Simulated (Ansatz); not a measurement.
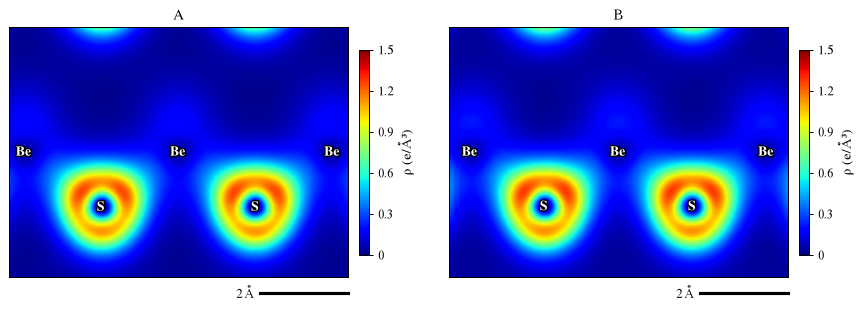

BeS. The valence electron density of two cells that differ in size and shape, on the (11̄0) plane of each (indices in the axes of the calculation cell), at one length scale and on one colour scale: A has 15.5 Å³ an atom and B 14.2.

The calculation used Ansatz, DFT PBEsol, scalar-relativistic, plane waves, PAW.

In a PAW calculation such maps are meaningful between the atoms, not at the nuclei.

The larger cell:

```yaml
crystal:
  lattice:
    - [0.00000, 2.46756, 2.50743]
    - [2.50743, 0.00000, 2.50743]
    - [2.50743, 2.46756, 0.00000]
  atoms:
    - { symbol: Be, position: [0.00000, 0.00000, 0.00000] }
    - { symbol: S, position: [0.75000, 0.75000, 0.75000] }
```

The smaller cell: a = 3.381 Å, b = 3.514 Å, c = 3.381 Å, α = 58.69°, β = 62.61°, γ = 58.69°.

Q: What changes from the larger cell to the smaller?

A: From the larger cell to the smaller, Be–S goes from 2.16 to 2.10 Å, and the density at its midpoint from 0.61 to 0.67 e/Å³; the pressure goes from −7 to −0.1 GPa; the Kohn–Sham gap goes from 3.0 eV to 2.3 eV.
